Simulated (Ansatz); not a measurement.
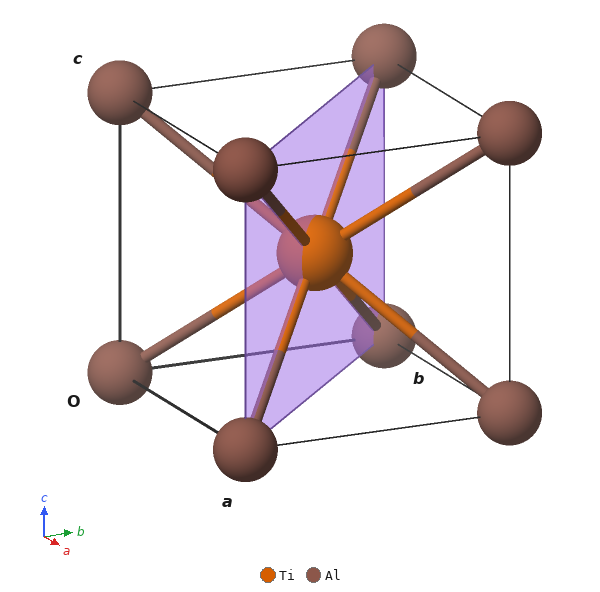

For TiAl, the geometry relaxed with DFT PBE, scalar-relativistic, plane waves, PAW (Ansatz): every member of one family of equally spaced planes, hx + ky + lz = a whole number, that cuts the unit cell is shaded (one member passes through the origin O, touching the cell only at an edge or corner). Geometry calculated from the standardised cell; symmetry tolerance 0.002 Å.

a = 3.186 Å, b = 3.186 Å, c = 3.186 Å, α = 90.00°, β = 90.00°, γ = 90.00°.

> Which (hkl) family is drawn?

(1 1 0); the opposite sign names the same planes. The member next to the origin meets the axes a at 1, b at 1, c never.

> What is the spacing?

d = 2.253 Å.

> Which atoms of the cell lie in these planes (within 0.03 Å)?

The Ti atom, the Al atom.
